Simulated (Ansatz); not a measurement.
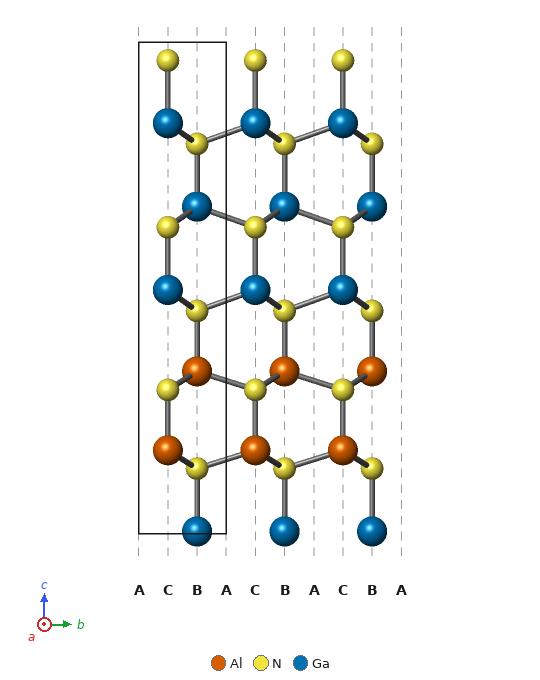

Projection along an edge of the hexagonal mesh, stacking direction c upwards. The dashed lines mark the three columns A (0, 0), B (1/3, 2/3) and C (2/3, 1/3). The sequence starts with the first layer at or above the cell's origin.

AlGa2N3 (space group P3m1, No. 156). Coordinates: the geometry relaxed with DFT PBE, scalar-relativistic, plane waves, PAW (Ansatz 0.2.0).

> Read off the stacking sequence over one period.

Ga(B) – N(B) – Al(C) – N(C) – Al(B) – N(B) – Ga(C) – N(C) – Ga(B) – N(B) – Ga(C) – N(C) (twelve layers in 15.52 Å).

> How are the N layers alone stacked?

N layers alone: BCBCBC, the hexagonal close-packed type.

> Which positions between or in the N layers do the other atoms fill?

Al: two tetrahedral sites; Ga: four tetrahedral sites, counted in one hexagonal cell.
